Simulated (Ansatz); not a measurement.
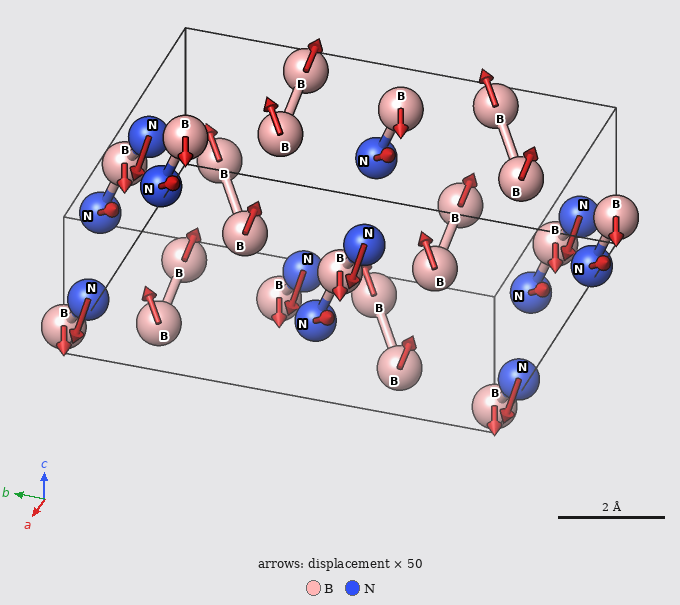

This is a relaxation of crystalline B$_{3}$N$_{2}$ (built on the random type). The starting structure is drawn; red arrows show the displacements (the part carried along by the change of the cell is left out), 50 times their true length.

A ball-and-stick model of the conventional cell (4 times the calculation's cell), seen from a free direction. Lengths and directions refer to the drawn axes.

Case: random cell with space group Fmm2 (No. 42).

All numbers below come from Ansatz 0.2.0, DFT PBE, scalar-relativistic, plane waves, PAW.

Input
```yaml
crystal:
  lattice:
    - [0.0, 4.334462311, 1.5349502154]
    - [3.544231976, 0.0, 1.5349502154]
    - [3.544231976, 4.334462311, 0.0]
  atoms:
    - { symbol: B, position: [0.1277665212, 0.5687113975, 0.4312886025] }
    - { symbol: B, position: [0.5687113975, 0.1277665212, 0.8722334788] }
    - { symbol: B, position: [0.1933482673, 0.1933482673, 0.8066517327] }
    - { symbol: "N", position: [0.315256829, 0.9145509699, 0.684743171] }
    - { symbol: "N", position: [0.9145509699, 0.315256829, 0.0854490301] }
basis:
  ecutwfc: 420
kpoints:
  mp_grid: { grid: [14, 14, 14] }
hamiltonian:
  xc: pbe
scf:
  occupations: { method: gaussian, width: 0.1 }
output:
  forces: true
  stress: true
  eigenvalues: true
  write_density: true
  write_potential: true
  elf: true
  volumetric_format: npy
relax:
  adjacent_minimum: "off"
  f_tol: 0.01
  max_steps: 80
  cell: { stress_tol: 0.05 }
```

Launched with:
```bash
ansatz run input.yaml --threads 1 --pin off --max-ram 2560MiB --backend cpu --events-out ev --progress --plain --runs-dir out
```

Q: Describe the change and its energy.

A: The largest moves relative to the cell, 0.020 Å, are those of N4 and N5. N5 goes along [−1 0 −1]. Largest moves by element: N 0.020 Å, B 0.017 Å. The drawn cell changes as follows: a 7.088 → 7.165 Å (+1.1 %), b 8.669 → 8.699 Å (+0.3 %), c 3.070 → 3.034 Å (−1.2 %); the volume changes by +0.3 %. Near-neighbour distances that change, for instance: B1–B2 1.618 → 1.605 Å, B3–N4 1.440 → 1.436 Å. The space group stays Fmm2 (No. 42). After 6 accepted moves (8 points after the start) the energy has fallen by 8.5 meV per cell of the calculation. Largest force component: 0.26 eV/Å at the start, 0.0066 eV/Å at the end. The pressure goes from 0.06 to 0.00 GPa. The SCF was repeated twice at an unchanged geometry on a basis and grid sized afresh for the cell, which shifted the energy by 0.4 meV per cell of the calculation at most.
